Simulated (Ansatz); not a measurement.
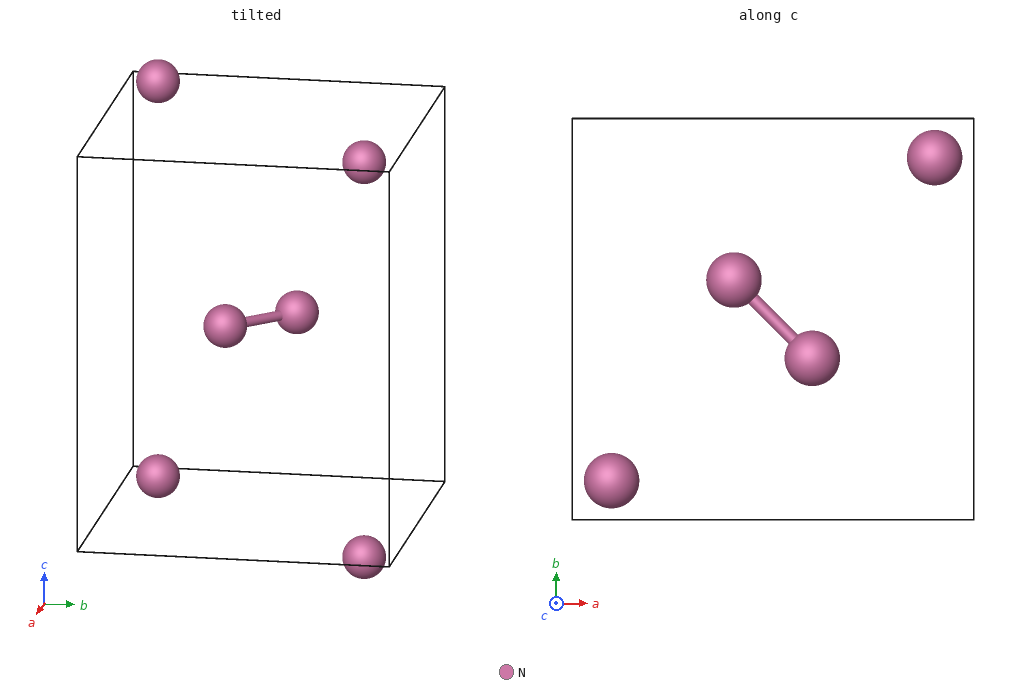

This ball-and-stick model is shown slightly off an axis and along the c axis. The wireframe shows the conventional unit cell.

N, space group P4_2/mnm (No. 136), a = 3.961 Å, b = 3.961 Å, c = 5.133 Å, α = 90.00°, β = 90.00°, γ = 90.00°. Source of the structure: a structure listed in the Materials Project. Earlier steps of the study may have refined or changed the cell and positions. Ansatz was used for an electronic-structure calculation on it.

This one geometry was computed with Ansatz (DFT, plane waves, PAW) at three levels of theory: HSE06, r2SCAN and PBE.

Which level gives the highest pressure at this volume, and what does that say about its equilibrium volume?

Answer. Highest: PBE (2.7 GPa), which points to the largest equilibrium volume. Lowest, with the smallest volume: HSE06 (-0.3 GPa). Levels within 0.5 GPa of each other can't be told apart.

How does the band gap change with the level of theory?

Answer. PBE: a gap of 6.85 eV, indirect; r2SCAN: a gap of 7.49 eV, indirect; HSE06: a gap of 9.12 eV, indirect.

Collect the results in a table.

Answer.
| level | cutoff (eV) | k-mesh of the run's cell | gap (eV) | pressure (GPa) |
| --- | --- | --- | --- | --- |
| HSE06 | 420 | 4×4×4 | 9.12 | -0.3 |
| r2SCAN | 500 | 6×6×6 | 7.49 | 0.3 |
| PBE | 420 | 6×6×6 | 6.85 | 2.7 |

Gaps are taken on the k-mesh or band path of each run.
